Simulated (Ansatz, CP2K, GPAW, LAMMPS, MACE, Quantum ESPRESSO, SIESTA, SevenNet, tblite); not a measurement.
# Running 47In2O3-53ZnO (mol %) with crystalline order left by the classical run (65 atoms) with tblite

How near does tblite come to plane waves for 47In2O3-53ZnO (mol %) with crystalline order left by the classical run (65 atoms)?

Calculated with tblite 0.8.0; the method is named at each step.

**1. The structure**

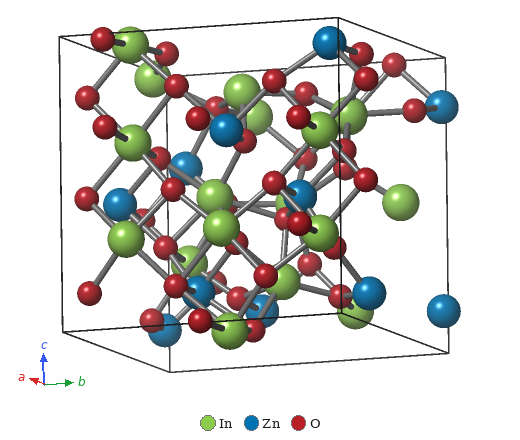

The cell as given, slightly off an axis (indium green, zinc blue, oxygen red). Bonds to atoms that aren't drawn are left out. Some periodic images of atoms are drawn too.

The cell holds 65 atoms: 18 In, 10 Zn and 37 O. Its edges and angles: a = 9.441 Å, b = 9.441 Å, c = 9.441 Å, α = 90.0°, β = 90.0°, γ = 90.0°. 65 atoms (18 Sc, 10 Zn, 37 O) placed at random at 4.13 g/cm³, melted at 5000 K for 10 ps at fixed volume with the Morse and Coulomb pair potential with partial charges (Pedone, Malavasi, Menziani, Cormack and Segre, J. Phys. Chem. B 110, 11780 (2006)). Quenched from 5000 K to 300 K at 1000 K/ps and fixed volume, held 10 ps at zero pressure, then minimised at fixed cell. Then Sc was replaced by In and the cell scaled by 1.027 (the potential has no terms for the new elements, so the cell is a start for a DFT relaxation).

The yardstick, on the same geometry:

```
method                 : Kohn-Sham DFT, PBE, SSSP efficiency 1.3.0 pseudopotentials, plane waves (Quantum ESPRESSO 7.5); sssp-pbe-1.3.0-efficiency, cutoffs 60/480 Ry, Γ point
r.m.s. force component : 0.2806 eV/Å
longest force          : 1.044 eV/Å
pressure               : 1.538 GPa
time                   : 2.8 min on 4 MPI ranks of Arm Neoverse V2, shared host
CPU time               : 11 min
```

**2. IPEA1-xTB**

Method: IPEA1-xTB tight binding, diagonalisation.

Input file run.py:

```python
import numpy as np
from ase.io import read
from tblite.ase import TBLite

atoms = read("structure.xyz")
atoms.calc = TBLite(method="IPEA1-xTB", electronic_temperature=580, accuracy=1.0, max_iterations=250, mixer_damping=0.4, verbosity=1)
energy = atoms.get_potential_energy()
forces = atoms.get_forces()
print(f"energy {energy:.6f} eV")
print("forces (eV/A)")
for i, (a, f) in enumerate(zip(atoms, forces)):
    print(f"{i:4d} {a.symbol:2s} {f[0]:10.5f} {f[1]:10.5f} {f[2]:10.5f}")
stress = -atoms.get_stress(voigt=False) * 160.21766
print("stress (GPa, compression positive)")
for row in stress:
    print(" ".join(f"{x:10.4f}" for x in row))
print("charges (e)")
print(np.array2string(atoms.get_charges(), precision=4, suppress_small=True, max_line_width=110, threshold=100000))
```

Input file structure.xyz:

```xyz
65
Lattice="9.44060 0.00000 0.00000 0.00000 9.44060 0.00000 0.00000 0.00000 9.44060" Properties=species:S:1:pos:R:3 pbc="T T T"
In 0.56209 6.36315 7.68172
In 2.40367 1.62463 3.02977
In 3.34849 7.43768 7.29570
In 6.94809 7.82418 6.28385
In 7.14370 1.57309 6.25147
In 3.31913 0.81208 8.87086
In 0.24980 6.39667 1.52541
In 0.22006 3.04214 7.93407
In 7.45619 4.65280 3.29345
In 7.08272 1.50030 9.39170
In 7.08687 7.84891 2.97284
In 0.86589 8.20888 4.77845
In 1.38616 4.78468 4.88457
In 7.62744 1.49105 3.12182
In 3.89481 4.04511 8.15498
In 3.74556 5.25964 2.05182
In 4.44841 3.29647 4.77137
In 7.12756 4.77581 0.04059
Zn 7.11425 4.72757 6.46209
Zn 0.40963 0.00349 1.28977
Zn 6.39846 7.97655 9.13671
Zn 0.63007 3.38889 1.64616
Zn 4.52025 0.11187 4.72738
Zn 4.86210 6.33578 4.54697
Zn 3.60272 8.15479 1.50776
Zn 1.94439 1.36266 6.16056
Zn 4.99766 2.91016 1.67778
Zn 0.04126 9.31098 7.86685
O 1.82591 6.70972 5.84864
O 4.39535 8.28356 9.03041
O 2.68453 3.38559 1.77125
O 2.57294 5.69306 8.17952
O 5.00644 1.62426 6.03623
O 2.29671 6.67082 1.68080
O 9.27954 7.99477 2.97181
O 3.26126 5.24926 4.10997
O 2.43162 0.08043 4.51081
O 4.86484 7.84514 5.91708
O 5.02391 4.53621 6.41215
O 4.57444 1.65277 3.24700
O 4.99228 7.51585 2.82925
O 7.01786 6.32803 7.94455
O 9.02191 7.90244 6.41791
O 9.25075 1.40146 9.28889
O 9.32778 1.46528 6.46889
O 7.12652 0.04069 1.54580
O 5.39464 4.35372 3.12720
O 7.26643 3.02146 1.57205
O 7.37018 3.15543 7.93615
O 7.04042 0.00991 7.80417
O 2.15142 9.19439 7.47450
O 0.25801 1.64465 2.72909
O 2.36789 2.58229 7.93907
O 2.32324 2.85918 4.86880
O 9.38094 4.63647 0.06712
O 4.99719 1.92494 9.37055
[... 5 atom lines left out ...]
O 9.42719 4.65459 6.52374
O 5.00654 4.74815 0.36186
O 7.34309 2.98823 4.64799
O 7.03221 6.29225 4.68433
```

Started as:

```bash
$ OMP_NUM_THREADS=1 python run.py > output.txt
```

What it wrote:

```text
------------------------------------------------------------
  cycle        total energy    energy error   density error
------------------------------------------------------------
      1     -196.7092544767  -1.9662273E+02   8.1518985E-01
      2     -205.4859681752  -8.7767137E+00   3.7828862E-01
      3     -206.9337700300  -1.4478019E+00   3.5628168E-01
      4     -208.6457166630  -1.7119466E+00   1.6725383E-01
      5     -209.8090888922  -1.1633722E+00   9.1022438E-02
      6     -210.3106702327  -5.0158134E-01   4.7710731E-02
      7     -210.3521879222  -4.1517689E-02   3.9207818E-02
      8     -210.3790069214  -2.6818999E-02   3.1583693E-02
      9     -210.4107945339  -3.1787613E-02   1.8713188E-02
     10     -210.4268271269  -1.6032593E-02   1.1316311E-02
     11     -210.4308042378  -3.9771109E-03   5.6023558E-03
     12     -210.4309702551  -1.6601733E-04   4.6815524E-03
     13     -210.4317254799  -7.5522478E-04   1.9009344E-03
     14     -210.4319115080  -1.8602811E-04   8.0397992E-04
     15     -210.4319300356  -1.8527620E-05   3.2976023E-04
     16     -210.4319303403  -3.0472088E-07   3.0425497E-04
     17     -210.4319331184  -2.7780643E-06   1.7882590E-04
     18     -210.4319345585  -1.4401352E-06   3.8205903E-05
     19     -210.4319346029  -4.4435751E-08   3.1782994E-05
     20     -210.4319346373  -3.4352126E-08   3.2863676E-06
------------------------------------------------------------
 total:                                   3.801 sec
energy -5726.144605 eV
forces (eV/A)
   0 In   -0.92359   -0.59970    0.76058
   1 In    0.15105    0.05635   -0.28154
   2 In    0.87716    0.05708    0.10059
   3 In    0.31885   -0.21447   -0.10730
   4 In   -0.26029    0.14595   -0.09283
   5 In    0.13065    0.29354    0.22319
   6 In    0.22452   -0.01726   -0.20453
   7 In    0.10789   -0.06967    0.19965
   8 In    0.02241   -0.05619    0.11160
   9 In   -0.08879   -0.09915    0.08881
  10 In   -0.46642   -0.03881   -0.00883
  11 In   -0.13638   -0.10239   -0.41200
  12 In   -0.41529   -0.03576   -0.28680
  13 In    0.21751    0.17206   -0.19589
  14 In    0.27227   -0.02658   -0.08446
  15 In   -0.64119    0.68231   -0.29337
  16 In    0.44612   -0.25258    0.54458
  17 In    0.11800   -0.02850   -0.21496
  18 Zn   -0.06521    0.19130    0.14184
  19 Zn   -0.08007    0.14951   -0.06554
  20 Zn   -0.15596    0.19328   -0.37853
  21 Zn    0.06624    0.40998    0.18959
  22 Zn    0.07779    0.26639    0.14654
  23 Zn    0.04106    0.38278    0.01860
[...]
57 O     0.13559    0.28720    0.06312
  58 O     0.14610   -0.06392   -0.08366
  59 O    -0.25265   -0.17539    0.17701
  60 O     0.20267    0.04189   -0.19264
  61 O    -0.64655   -0.03502    0.01671
  62 O    -0.02157   -0.26443   -0.01524
  63 O    -0.10542    0.29934    0.12838
  64 O    -0.65549   -0.29484    0.36764
stress (GPa, compression positive)
   -9.5733    -0.5600    -0.8516
   -0.5600    -7.5810     0.4980
   -0.8516     0.4980    -7.7973
charges (e)
[ 0.4986  0.4089  0.4805  0.469   0.4949  0.4515  0.4779  0.4738  0.496   0.4851  0.4814  0.5005  0.5116
  0.4776  0.4872  0.4562  0.4726  0.4944  0.521   0.4984  0.4951  0.5046  0.5006  0.5099  0.4895  0.494
  0.5225  0.5036 -0.3415 -0.364  -0.3957 -0.3508 -0.3776 -0.3764 -0.354  -0.3571 -0.3712 -0.3585 -0.3709
 -0.3815 -0.401  -0.3766 -0.3581 -0.3892 -0.3841 -0.3827 -0.3732 -0.3729 -0.3652 -0.3762 -0.3779 -0.3706
 -0.3564 -0.363  -0.3593 -0.3716 -0.3765 -0.3828 -0.3523 -0.3641 -0.3612 -0.344  -0.3611 -0.3673 -0.3702]
```

The job ended after 4.3 s (1 thread of Arm Neoverse V2, shared host; peak memory 0.11 GiB).

Banners, paths, timers and routine set-up lines are dropped from the logs unmarked, and long logs keep their key lines alone; longer cuts are marked.

Against the reference:

- r.m.s. force component: 0.2682 eV/Å
- r.m.s. difference of force components: 191 meV/Å
- longest difference of force vectors: 605.9 meV/Å
- force difference over r.m.s. force: 68.08 %
- slope of forces against the reference's: 0.7252
- correlation of force components: 0.7586
- pressure: -8.317 GPa
- pressure difference: -9.855 GPa

Length of the force difference by element (eV/Å):

| element | atoms | mean | most |
| --- | --- | --- | --- |
| In | 18 | 0.29 | 0.61 |
| O | 37 | 0.28 | 0.60 |
| Zn | 10 | 0.39 | 0.61 |

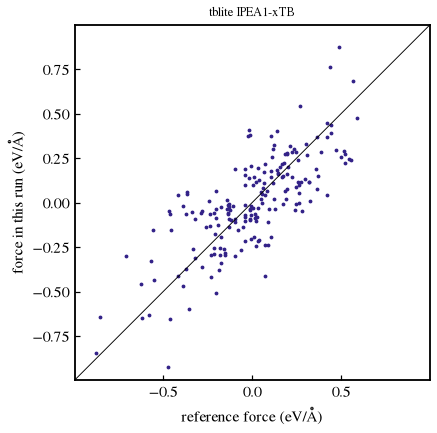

Force components against those of the reference; the line marks equality.

The surroundings of In1, which bears the longest force, nearest first, numbered as they follow in the input and with coordinates relative to it.

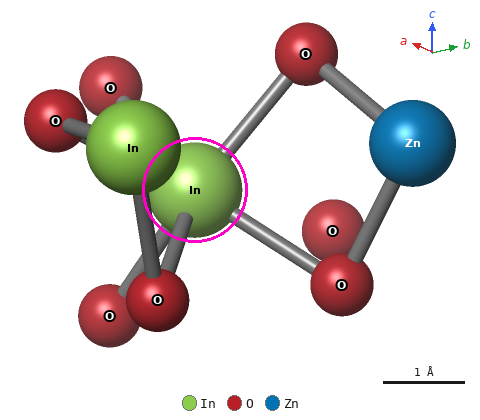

The atoms of the table, within 3.0 Å (arrows a, b, c point along x, y, z); some may hide others; the central atom is ringed.

| atom | x | y | z | distance (Å) | bonds | Mulliken charge (e) | Fx | Fy | Fz (eV/Å) |
| --- | --- | --- | --- | --- | --- | --- | --- | --- | --- |
| In1 | 0.00 | 0.00 | 0.00 | 0.00 | 5 | 0.50 | -0.92 | -0.60 | 0.76 |
| O62 | -0.58 | -1.71 | -1.16 | 2.14 | 4 | -0.34 | -0.65 | -0.04 | 0.02 |
| O32 | 2.01 | -0.67 | 0.50 | 2.18 | 3 | -0.35 | 0.06 | 0.12 | 0.18 |
| O58 | -0.44 | 1.39 | 1.62 | 2.18 | 4 | -0.38 | 0.14 | 0.29 | 0.06 |
| O43 | -0.98 | 1.54 | -1.26 | 2.22 | 4 | -0.36 | -0.30 | 0.33 | 0.28 |
| O29 | 1.26 | 0.35 | -1.83 | 2.25 | 4 | -0.34 | 0.30 | -0.04 | -0.26 |
| O55 | -0.62 | -1.73 | 1.83 | 2.59 | 4 | -0.36 | -0.09 | -0.04 | 0.07 |
| O42 | -2.98 | -0.04 | 0.26 | 3.00 | 4 | -0.38 | 0.05 | 0.00 | 0.16 |
| Zn28 | -0.52 | 2.95 | 0.19 | 3.00 | 6 | 0.50 | 0.01 | 0.12 | 0.00 |
| In3 | 2.79 | 1.07 | -0.39 | 3.01 | 5 | 0.48 | 0.88 | 0.06 | 0.10 |

Atoms are counted from 1 here, from 0 in the log.

Forces lie 68 % from the reference's, at 0.0064 times its CPU time (on 1 against 4 cores).

Left out of this page: tblite GFN1-xTB (killed or ended with an error).

**3. What came out**

```json
{
  "force difference from the reference": "tblite IPEA1-xTB, 68 %",
  "its CPU time": "4.3 s"
}
```

What this shows: Tight binding differs by 68 % (tblite IPEA1-xTB); it is another model, with fitted parameters of its own, and the xTB methods hold dispersion. IPEA1-xTB was fitted to ionisation energies and electron affinities, not to forces or charges. One electronic-structure run takes under half the reference's CPU time: tblite IPEA1-xTB, at 68 % in 4.3 s against 11 min, too far off to be of use; its pressure misses by -9.9 GPa. Periodic xTB results under one method name differ between programs and library versions. The reference's pressure holds the uncorrected Pulay stress of its 60 Ry basis, so small pressure differences, and their order, may be the reference's own error. The quench rate of 1000 K/ps is many orders above laboratory rates, so the cell is likely richer in defects and strain than a real sample. The network of bonds at the start is that of the classical potential that made the cell, and needn't be the one that DFT or experiment would give. The reference's stress is far from hydrostatic: its diagonal is -0.9, 3.1, 2.4 GPa, compression counted positive. The reference's pressure of 1.5 GPa belongs to a cell and atoms that aren't relaxed at this level. The electronic-structure runs sample only Γ, in a cell whose shortest periodic width is 9 Å.

[Also dropped from logs without a mark: logging warnings of Python, and SIESTA's first energy breakdown and zero terms.]

[Logs are printed without paths, hosts, clocks, repeated set-up lines and the standing remarks that a program may print on its own settings, such as how far it seeks lower states.]

[Hosts, paths, dates, database ids (printed as entryN), source tags and the programs' standing remarks are cut or masked in the printed files.]
